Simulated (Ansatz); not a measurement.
# Hf₅Si₆O₂₄ (cell charge −1, with a compensating background) (cell with a defect): what the fields show

Input

```
crystal:
  lattice:
    - [0.0, 6.582023392, 0.0]
    - [6.582023392, 0.0, 0.0]
    - [-3.291011696, -3.291011696, -8.9492009003]
  atoms:
    - { symbol: Hf, position: [1.0004064819, 1.0001290225, 1.0004755322] }
    - { symbol: Hf, position: [0.6670333168, 0.6666569071, 0.3336095429] }
    - { symbol: Hf, position: [0.7494211582, 0.2495261738, 0.4991067212] }
    - { symbol: Hf, position: [0.4176261164, 0.9171888721, 0.8349326639] }
    - { symbol: Hf, position: [0.0837691985, 0.5834037994, 0.1670338521] }
    - { symbol: Si, position: [0.2470113446, 0.7466425155, 0.4935932166] }
    - { symbol: Si, position: [0.9205442749, 0.4202586858, 0.8404161512] }
    - { symbol: Si, position: [0.5837017435, 0.0834399918, 0.1670360302] }
    - { symbol: Si, position: [0.1670629118, 0.1669940095, 0.3340079497] }
    - { symbol: Si, position: [0.8336322886, 0.8334146043, 0.6670243508] }
    - { symbol: Si, position: [0.5002891847, 0.4997787409, 2.99585e-05] }
    - { symbol: O, position: [0.7123312555, 0.8949791896, 0.7902981423] }
    - { symbol: O, position: [0.3758560072, 0.5608376213, 0.122126764] }
    - { symbol: O, position: [0.0207261436, 0.2182724548, 0.4380292657], spin: 0.125 }
    - { symbol: O, position: [0.312472392, 0.9803541348, 0.6285587671], spin: 0.125 }
    - { symbol: O, position: [0.9796902968, 0.6642951496, 0.9586983827] }
    - { symbol: O, position: [0.6427771044, 0.3298787155, 0.2851481787] }
    - { symbol: O, position: [0.3145021647, 0.6454794466, 0.6270860493], spin: 0.125 }
    - { symbol: O, position: [0.9798511917, 0.2941274694, 0.9585056853] }
    - { symbol: O, position: [0.6425981896, 0.9549239447, 0.2850973025] }
    - { symbol: O, position: [0.4176179789, 0.2181346518, 0.4357603879], spin: 0.125 }
    - { symbol: O, position: [0.0782236688, 0.8949762775, 0.7902285569] }
    - { symbol: O, position: [0.7468534224, 0.560876294, 0.1220534239] }
    - { symbol: O, position: [0.7719490971, 0.5888823114, 0.54373794] }
    - { symbol: O, position: [0.4499041471, 0.250491162, 0.8983854999], spin: 0.125 }
    - { symbol: O, position: [0.1062494088, 0.9203963198, 0.2120504437] }
    - { symbol: O, position: [0.3729795375, 0.6874916662, 0.3754366442] }
    - { symbol: O, position: [0.0221617781, 0.3530983925, 0.7053985882], spin: 0.125 }
    - { symbol: O, position: [0.7121247491, 0.0242904813, 0.048954724] }
    - { symbol: O, position: [0.002854298, 0.6878172264, 0.3754836508] }
    - { symbol: O, position: [0.6867799082, 0.3550015034, 0.7096381616], spin: 0.125 }
    - { symbol: O, position: [0.3372188649, 0.0241911206, 0.0489310393] }
    - { symbol: O, position: [0.1059657392, 0.2913704849, 0.2118994596] }
    - { symbol: O, position: [0.7718601878, 0.9548997585, 0.5438532334] }
    - { symbol: O, position: [0.4477524578, 0.6472290316, 0.8970418073], spin: 0.125 }
  host:
    lattice:
      - [-3.291011696, 3.291011696, 2.9830669668]
      - [3.291011696, -3.291011696, 2.9830669668]
      - [3.291011696, 3.291011696, -2.9830669668]
    atoms:
      - { symbol: Hf, position: [0.0, 0.0, 0.0] }
      - { symbol: Hf, position: [0.75, 0.25, 0.5] }
      - { symbol: Si, position: [0.25, 0.75, 0.5] }
      - { symbol: Si, position: [0.5, 0.5, 0.0] }
      - { symbol: O, position: [0.1333334023, 0.3181250513, 0.815208351] }
      - { symbol: O, position: [0.0681250513, 0.7529167003, 0.684791649] }
      - { symbol: O, position: [0.0681250513, 0.3833334023, 0.315208351] }
      - { symbol: O, position: [0.5029167003, 0.3181250513, 0.184791649] }
      - { symbol: O, position: [0.6818749487, 0.4970832997, 0.815208351] }
      - { symbol: O, position: [0.6166665977, 0.9318749487, 0.684791649] }
      - { symbol: O, position: [0.2470832997, 0.9318749487, 0.315208351] }
      - { symbol: O, position: [0.6818749487, 0.8666665977, 0.184791649] }
total_charge: -1
basis:
  ecutwfc: 420
  xc_grid: 2
kpoints:
  mp_grid: { grid: [2, 2, 2], shift: [0.0, 0.0, 0.0] }
hamiltonian:
  xc: pbesol
scf:
  occupations: { method: gaussian, width: 0.02 }
  lower_state_search: "off"
output:
  forces: true
  stress: false
  eigenvalues: true
  populations: true
  charged_corrections:
    defect_position: [0.33333333, 0.33333333, 0.66666667]
    epsilon: [[12.0171, 0.0, 0.0], [0.0, 12.0171, 0.0], [0.0, 0.0, 11.9651]]
  write_density: true
  write_potential: true
  elf: true
  volumetric_format: npy
magnetization:
  spin_polarized: true
relax:
  adjacent_minimum: "off"
  f_tol: 0.03
  max_steps: 40
```

Run with:

```sh
ansatz run input.yaml --threads 8 --pin off --max-ram 16384MiB --backend cpu --events-out ev --progress --plain --runs-dir out
```

The fields are those of the run's last geometry, not of the input's.

Spin-polarised.

Computed with DFT PBEsol, scalar-relativistic, plane waves, PAW (Ansatz 0.2.0).

The density is the valence pseudo-density of a PAW calculation; it isn't the true density close to the nuclei.

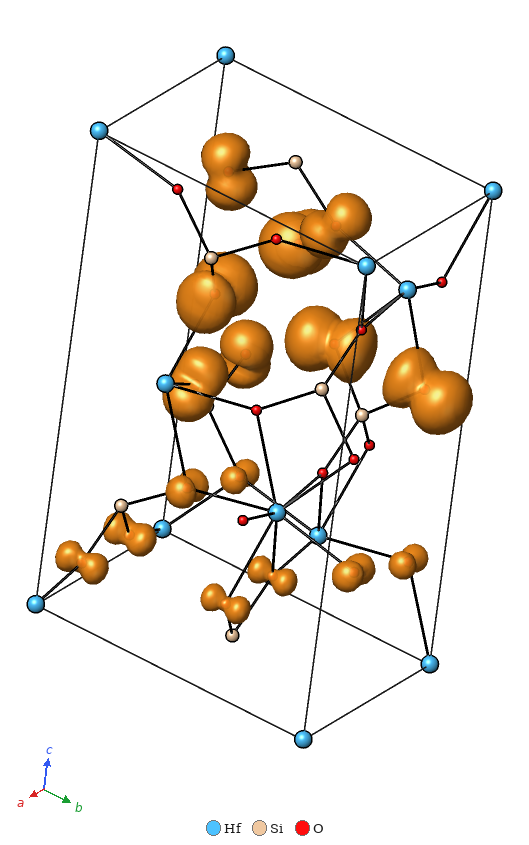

Figure 1. Isosurface of the spin density at +0.04 e/Å³ (orange), seen slightly off an axis. Sticks mark near contacts.

Q: Which atoms carry the moments, and with what signs?

A: The spin density sits on O: +0.4 μB (×4) in one cell of 35 atoms, with smaller moments on other sites: O (up to +0.13 μB): parallel main moments (a ferromagnetic arrangement) in this solution. The cell of the calculation (35 atoms) carries 3.0 μB of net spin moment.

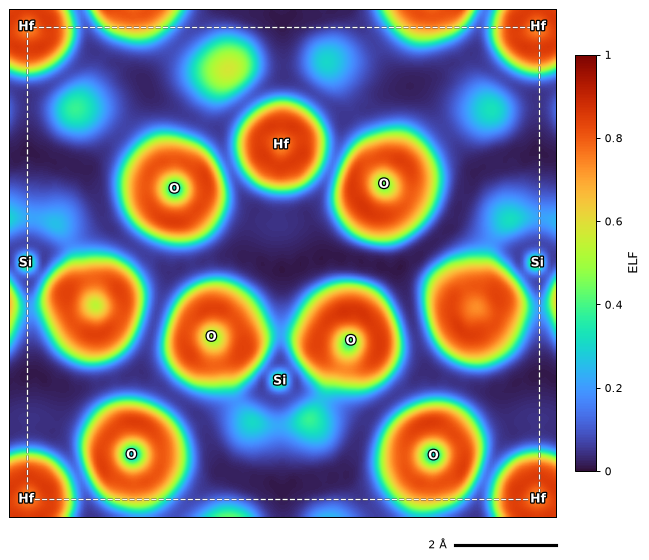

Figure 2. ELF on the (110) plane of the calculation cell.

Q: Read the bonding off the picture.

A: Atoms in the plane: Hf, Si and O. Atoms just off the plane (O, 0.3 Å away) can leave unmarked features too. Si–O (1.62 Å): the ELF peaks at about 0.85 between the atoms. Hf–O (2.18 Å): the ELF peaks at about 0.85 in the valence shell of O, 0.6 Å from its nucleus, and drops to about 0.15 between the two atoms; no shared electron pair shows on this line. Hf–O (2.24 Å): the ELF peaks at about 0.85 in the valence shell of O, 0.6 Å from its nucleus, and drops to about 0.15 between the two atoms; no localised pair shows between them. Hf–O (2.29 Å): the ELF peaks at about 0.85 in the valence shell of O, 0.7 Å from its nucleus, and drops to about 0.15 between the two atoms (no localised pair shows between them). The features right at Hf lie inside the PAW spheres, where the map follows smoothed inner orbitals and isn't to be read closely.

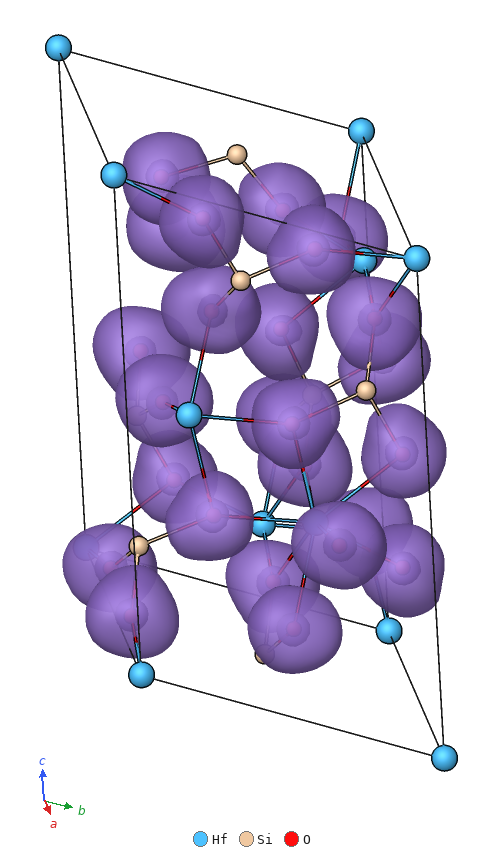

Figure 3. Isosurface of the ELF at 0.65 (purple), seen at an oblique angle. Only the valence region is drawn (cores and ρ < 0.01 e/Å³ removed). Sticks mark near contacts.

Q: Where are the electrons localised?

A: At this value the surface marks out 24 regions on O in which the atom's valence shell and bonds are merged, counted in one cell of 35 atoms. Any copies at cell faces, edges or corners count once. Along the contacts the grid gives the following. Si–O (1.59 Å): the ELF peaks at about 0.85 between the atoms. Hf–O (2.05 Å): the ELF peaks at about 0.85 in the valence shell of O, 0.6 Å from its nucleus, and drops to about 0.20 between the two atoms: no localised pair shows between them.

Q: Does the calculation make it a metal, or give it a gap?

A: It is metallic or semimetallic at this level of theory: no gap opens.
